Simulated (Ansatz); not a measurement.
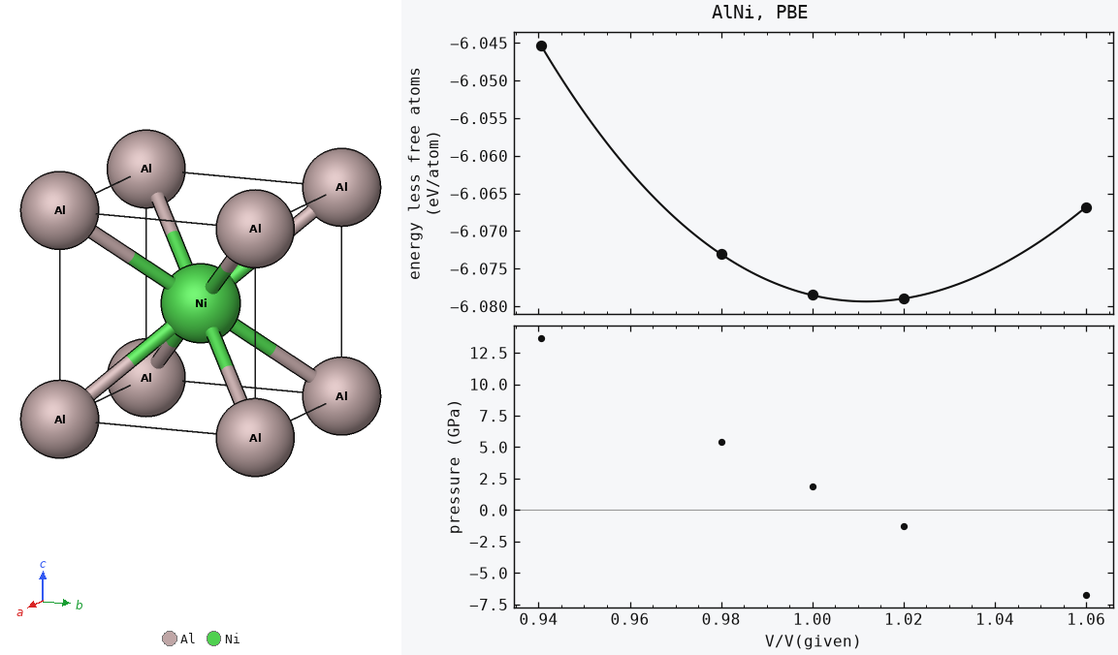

Method: periodic Kohn-Sham DFT of a crystal at fixed atoms, scaled to the stated factor times the given cell; pressure positive in compression, energy less spherical unpolarised free atoms (Ansatz 0.2.0). Level: PBE, collinear spin. The state reached is without moments.

method all-electron LAPW; relativity scalar; k mesh 13×13×13; occupations Fermi–Dirac; smearing width 0.05 eV; basis error target 0.5 (meV/atom); nucleus Gaussian.

Cell as given: a = 2.881 Å, b = 2.881 Å, c = 2.881 Å, α = 90.00°, β = 90.00°, γ = 90.00°; 2 atoms.

Caption: Energy less free atoms and pressure against V/V(given) for AlNi, space group Pm-3m (No. 221). The conventional cell is drawn beside the plot.

V(given) is 11.96 Å³/atom.

A third-order Birch–Murnaghan fit gives V0 = 12.10 Å³/atom, B0 = 159 GPa and B′ = 4.4. The energy less free atoms is −6.0453 eV/atom at V/V(given) 0.941 and −6.0668 eV/atom at 1.060; the lowest computed point is at V/V(given) 1.020 (−6.0790 eV/atom). The pressure falls from 13.7 GPa at V/V(given) 0.941 to −6.7 GPa at 1.060, and changes sign near 1.012.

Keep in mind: run without spin, though Ni often carries a moment.

Input of one of the runs behind the figure:
```
crystal:
  lattice:
    - [2.881, 0.0, 0.0]
    - [0.0, 2.881, 0.0]
    - [0.0, 0.0, 2.881]
  atoms:
    - { symbol: Al, position: [0.0, 0.0, 0.0] }
    - { symbol: Ni, position: [0.5, 0.5, 0.5], spin: 1.5 }
magnetization:
  spin_polarized: true
kpoints:
  mp_grid: { grid: [13, 13, 13] }
  band_path:
    path:
      - [0.0, 0.0, 0.0]
      - [0.0, 0.5, 0.0]
      - [0.5, 0.5, 0.0]
      - [0.0, 0.0, 0.0]
      - [0.5, 0.5, 0.5]
      - [0.0, 0.5, 0.0]
      - [0.5, 0.5, 0.5]
      - [0.5, 0.5, 0.0]
    npoints: 8
scf:
  occupations: { method: fermi_dirac, width: 0.05 }
hamiltonian:
  xc: pbe
  pseudopotentials: { kind: all_electron, lapw: { basis_error: 0.0005 } }
output:
  forces: true
  stress: true
  eigenvalues: true
  fatbands: true
  populations: true
  dos: { projected: true, de: 0.2, e_range: [-14, 8] }
```
